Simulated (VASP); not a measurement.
Single-point calculation, with input and output: GaN (part 1 of 2)

System: GaN (2 atoms in the cell).
Method: DFT, plane waves, PAW, settings varied from a PBE run (VASP 6.6.1).

The structure was built on a prototype by a generator.

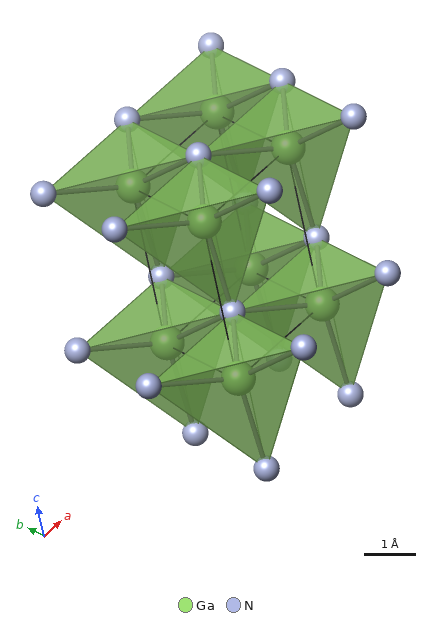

The input geometry (polyhedral view of the reduced cell, seen slightly off an axis; polyhedra are completed across the faces of the cell).

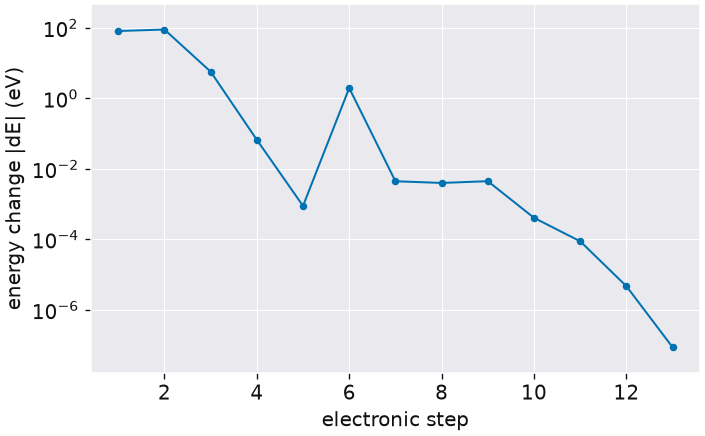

Convergence of the self-consistent field: energy change |dE| against the electronic step. It takes 13 electronic steps. The density is held fixed in the first few steps, and dE rises again when its update begins.

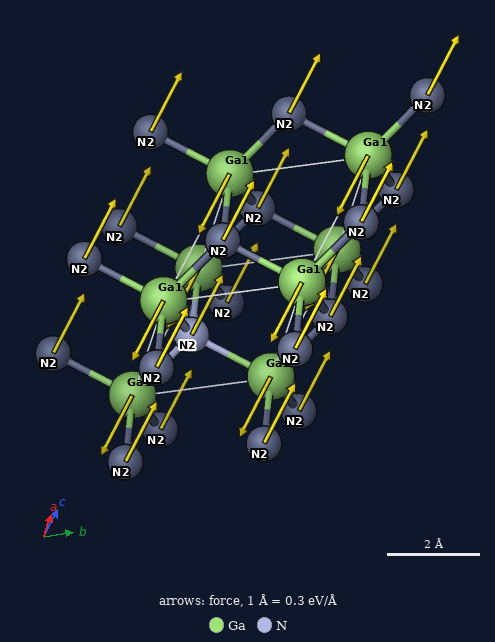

Forces on the atoms as yellow arrows (ball-and-stick view of the reduced cell, seen at an oblique angle; neighbours outside the cell are drawn fainter; atoms are numbered from 1 in the order of the input). The largest act on Ga1 (0.46 eV/Å); N2 (0.46 eV/Å). The geometry is not a stationary point of this energy.

These pictures come from the run below.

INCAR:
```
ENCUT = 520.000000
SIGMA = 0.020000
EDIFF = 1.00e-07
GGA = PE
PREC = Accurate
IBRION = -1
ISIF = 2
ISMEAR = -1
NBANDS = 16
NSW = 0
LASPH = .TRUE.
LCHARG = .FALSE.
LWAVE = .FALSE.
LREAL = .FALSE.
NELM = 84
```

KPOINTS:
```
KPOINTS created by Atomic Simulation Environment
0
Monkhorst-Pack
8 8 8
0 0 0
```

POSCAR:
```
Ga N
 1.0000000000000000
     0.0529000000000000    2.3317000000000001    2.3327000000000000
     2.3218999999999999    0.0626000000000000    2.3230000000000000
     2.2841999999999998    2.2843000000000000    0.1003000000000000
 Ga  N
   1   1
Cartesian
  2.3405774499999996  4.5766333200000000  2.4419050600000003
  1.1627260300000000  1.1379288600000002  1.1947945599999998
```

Launched with:
```bash
mpirun -np 1 vasp_std
```

OSZICAR:
```
N       E                     dE             d eps       ncg     rms          rms(c)
DAV:   1     0.814695060887E+02    0.81470E+02   -0.93383E+03  9184   0.200E+03
DAV:   2    -0.827396022640E+01   -0.89743E+02   -0.83982E+02  9472   0.327E+02
DAV:   3    -0.140045869852E+02   -0.57306E+01   -0.57097E+01  9400   0.700E+01
DAV:   4    -0.140714336706E+02   -0.66847E-01   -0.66837E-01 10568   0.814E+00
DAV:   5    -0.140723254612E+02   -0.89179E-03   -0.89178E-03  9656   0.825E-01    0.764E+00
DAV:   6    -0.121061464143E+02    0.19662E+01   -0.49756E+00 12312   0.391E+01    0.270E+00
DAV:   7    -0.121106108816E+02   -0.44645E-02   -0.30789E-01  8952   0.674E+00    0.176E+00
DAV:   8    -0.121066151496E+02    0.39957E-02   -0.65026E-02  9064   0.320E+00    0.829E-01
DAV:   9    -0.121021342976E+02    0.44809E-02   -0.13786E-02 12416   0.255E+00    0.226E-01
DAV:  10    -0.121025439550E+02   -0.40966E-03   -0.13937E-03  9064   0.463E-01    0.117E-01
DAV:  11    -0.121024555206E+02    0.88434E-04   -0.23493E-04 11864   0.244E-01    0.879E-03
DAV:  12    -0.121024602370E+02   -0.47165E-05   -0.26372E-05  9584   0.472E-02    0.600E-03
DAV:  13    -0.121024601496E+02    0.87390E-07   -0.59705E-07 10264   0.130E-02
   1 F= -.12102460E+02 E0= -.12102460E+02  d E =-.208980E-10
```

Parts of OUTCAR:
```
k-points           NKPTS =    256   k-points in BZ     NKDIM =    256   number of bands    NBANDS=     16

   NELECT =      18.0000    total number of electrons

   dimension x,y,z NGX =    28 NGY =   24 NGZ =   24
   dimension x,y,z NGXF=    56 NGYF=   48 NGZF=   48

  energy-cutoff  :      520.00
  volume of cell :       23.59
      direct lattice vectors                 reciprocal lattice vectors
     0.052900000  2.331700000  2.332700000    -0.224697367  0.215080588  0.218794994
     2.321900000  0.062600000  2.323000000     0.215988131 -0.225668089  0.220673259
     2.284200000  2.284300000  0.100300000     0.223440876  0.224411599 -0.229382495

 k-points in reciprocal lattice and weights: KPOINTS created by Atomic Simulation Env
   0.06250000  0.06250000  0.06250000       0.004
   0.18750000  0.06250000  0.06250000       0.004
   0.31250000  0.06250000  0.06250000       0.004
   0.43750000  0.06250000  0.06250000       0.004
  -0.43750000  0.06250000  0.06250000       0.004
  -0.31250000  0.06250000  0.06250000       0.004
  -0.18750000  0.06250000  0.06250000       0.004
  -0.06250000  0.06250000  0.06250000       0.004
   0.06250000  0.18750000  0.06250000       0.004
   0.18750000  0.18750000  0.06250000       0.004
   0.31250000  0.18750000  0.06250000       0.004
   0.43750000  0.18750000  0.06250000       0.004
  -0.43750000  0.18750000  0.06250000       0.004
  -0.31250000  0.18750000  0.06250000       0.004
  -0.18750000  0.18750000  0.06250000       0.004
  -0.06250000  0.18750000  0.06250000       0.004
   0.06250000  0.31250000  0.06250000       0.004
   0.18750000  0.31250000  0.06250000       0.004
   0.31250000  0.31250000  0.06250000       0.004
   0.43750000  0.31250000  0.06250000       0.004
  -0.43750000  0.31250000  0.06250000       0.004
  -0.31250000  0.31250000  0.06250000       0.004
  -0.18750000  0.31250000  0.06250000       0.004
  -0.06250000  0.31250000  0.06250000       0.004
   0.06250000  0.43750000  0.06250000       0.004
   0.18750000  0.43750000  0.06250000       0.004
   0.31250000  0.43750000  0.06250000       0.004
   0.43750000  0.43750000  0.06250000       0.004
  -0.43750000  0.43750000  0.06250000       0.004
  -0.31250000  0.43750000  0.06250000       0.004
  -0.18750000  0.43750000  0.06250000       0.004
  -0.06250000  0.43750000  0.06250000       0.004
   0.06250000 -0.43750000  0.06250000       0.004
   0.18750000 -0.43750000  0.06250000       0.004
   0.31250000 -0.43750000  0.06250000       0.004
   0.43750000 -0.43750000  0.06250000       0.004
  -0.43750000 -0.43750000  0.06250000       0.004
  -0.31250000 -0.43750000  0.06250000       0.004
  -0.18750000 -0.43750000  0.06250000       0.004
  -0.06250000 -0.43750000  0.06250000       0.004
   0.06250000 -0.31250000  0.06250000       0.004
   0.18750000 -0.31250000  0.06250000       0.004
   0.31250000 -0.31250000  0.06250000       0.004
   0.43750000 -0.31250000  0.06250000       0.004
  -0.43750000 -0.31250000  0.06250000       0.004
  -0.31250000 -0.31250000  0.06250000       0.004
  -0.18750000 -0.31250000  0.06250000       0.004
  -0.06250000 -0.31250000  0.06250000       0.004
   0.06250000 -0.18750000  0.06250000       0.004
   0.18750000 -0.18750000  0.06250000       0.004
   0.31250000 -0.18750000  0.06250000       0.004
   0.43750000 -0.18750000  0.06250000       0.004
  -0.43750000 -0.18750000  0.06250000       0.004
  -0.31250000 -0.18750000  0.06250000       0.004
  -0.18750000 -0.18750000  0.06250000       0.004
  -0.06250000 -0.18750000  0.06250000       0.004
   0.06250000 -0.06250000  0.06250000       0.004
   0.18750000 -0.06250000  0.06250000       0.004
   0.31250000 -0.06250000  0.06250000       0.004
   0.43750000 -0.06250000  0.06250000       0.004
  -0.43750000 -0.06250000  0.06250000       0.004
  -0.31250000 -0.06250000  0.06250000       0.004
  -0.18750000 -0.06250000  0.06250000       0.004
  -0.06250000 -0.06250000  0.06250000       0.004
   0.06250000  0.06250000  0.18750000       0.004
   0.18750000  0.06250000  0.18750000       0.004
   0.31250000  0.06250000  0.18750000       0.004
   0.43750000  0.06250000  0.18750000       0.004
  -0.43750000  0.06250000  0.18750000       0.004
  -0.31250000  0.06250000  0.18750000       0.004
  -0.18750000  0.06250000  0.18750000       0.004
  -0.06250000  0.06250000  0.18750000       0.004
   0.06250000  0.18750000  0.18750000       0.004
   0.18750000  0.18750000  0.18750000       0.004
   0.31250000  0.18750000  0.18750000       0.004
   0.43750000  0.18750000  0.18750000       0.004
  -0.43750000  0.18750000  0.18750000       0.004
  -0.31250000  0.18750000  0.18750000       0.004
  -0.18750000  0.18750000  0.18750000       0.004
  -0.06250000  0.18750000  0.18750000       0.004
   0.06250000  0.31250000  0.18750000       0.004
   0.18750000  0.31250000  0.18750000       0.004
   0.31250000  0.31250000  0.18750000       0.004
   0.43750000  0.31250000  0.18750000       0.004
  -0.43750000  0.31250000  0.18750000       0.004
  -0.31250000  0.31250000  0.18750000       0.004
  -0.18750000  0.31250000  0.18750000       0.004
  -0.06250000  0.31250000  0.18750000       0.004
   0.06250000  0.43750000  0.18750000       0.004
   0.18750000  0.43750000  0.18750000       0.004
   0.31250000  0.43750000  0.18750000       0.004
   0.43750000  0.43750000  0.18750000       0.004
  -0.43750000  0.43750000  0.18750000       0.004
  -0.31250000  0.43750000  0.18750000       0.004
  -0.18750000  0.43750000  0.18750000       0.004
  -0.06250000  0.43750000  0.18750000       0.004
   0.06250000 -0.43750000  0.18750000       0.004
   0.18750000 -0.43750000  0.18750000       0.004
   0.31250000 -0.43750000  0.18750000       0.004
   0.43750000 -0.43750000  0.18750000       0.004
  -0.43750000 -0.43750000  0.18750000       0.004
  -0.31250000 -0.43750000  0.18750000       0.004
  -0.18750000 -0.43750000  0.18750000       0.004
  -0.06250000 -0.43750000  0.18750000       0.004
   0.06250000 -0.31250000  0.18750000       0.004
   0.18750000 -0.31250000  0.18750000       0.004
   0.31250000 -0.31250000  0.18750000       0.004
   0.43750000 -0.31250000  0.18750000       0.004
  -0.43750000 -0.31250000  0.18750000       0.004
  -0.31250000 -0.31250000  0.18750000       0.004
  -0.18750000 -0.31250000  0.18750000       0.004
  -0.06250000 -0.31250000  0.18750000       0.004
   0.06250000 -0.18750000  0.18750000       0.004
   0.18750000 -0.18750000  0.18750000       0.004
   0.31250000 -0.18750000  0.18750000       0.004
   0.43750000 -0.18750000  0.18750000       0.004
  -0.43750000 -0.18750000  0.18750000       0.004
  -0.31250000 -0.18750000  0.18750000       0.004
  -0.18750000 -0.18750000  0.18750000       0.004
  -0.06250000 -0.18750000  0.18750000       0.004
   0.06250000 -0.06250000  0.18750000       0.004
   0.18750000 -0.06250000  0.18750000       0.004
   0.31250000 -0.06250000  0.18750000       0.004
   0.43750000 -0.06250000  0.18750000       0.004
  -0.43750000 -0.06250000  0.18750000       0.004
  -0.31250000 -0.06250000  0.18750000       0.004
  -0.18750000 -0.06250000  0.18750000       0.004
  -0.06250000 -0.06250000  0.18750000       0.004
   0.06250000  0.06250000  0.31250000       0.004
   0.18750000  0.06250000  0.31250000       0.004
   0.31250000  0.06250000  0.31250000       0.004
   0.43750000  0.06250000  0.31250000       0.004
  -0.43750000  0.06250000  0.31250000       0.004
  -0.31250000  0.06250000  0.31250000       0.004
  -0.18750000  0.06250000  0.31250000       0.004
  -0.06250000  0.06250000  0.31250000       0.004
   0.06250000  0.18750000  0.31250000       0.004
   0.18750000  0.18750000  0.31250000       0.004
   0.31250000  0.18750000  0.31250000       0.004
   0.43750000  0.18750000  0.31250000       0.004
  -0.43750000  0.18750000  0.31250000       0.004
  -0.31250000  0.18750000  0.31250000       0.004
  -0.18750000  0.18750000  0.31250000       0.004
  -0.06250000  0.18750000  0.31250000       0.004
   0.06250000  0.31250000  0.31250000       0.004
   0.18750000  0.31250000  0.31250000       0.004
   0.31250000  0.31250000  0.31250000       0.004
   0.43750000  0.31250000  0.31250000       0.004
  -0.43750000  0.31250000  0.31250000       0.004
  -0.31250000  0.31250000  0.31250000       0.004
  -0.18750000  0.31250000  0.31250000       0.004
  -0.06250000  0.31250000  0.31250000       0.004
   0.06250000  0.43750000  0.31250000       0.004
   0.18750000  0.43750000  0.31250000       0.004
   0.31250000  0.43750000  0.31250000       0.004
   0.43750000  0.43750000  0.31250000       0.004
  -0.43750000  0.43750000  0.31250000       0.004
  -0.31250000  0.43750000  0.31250000       0.004
```
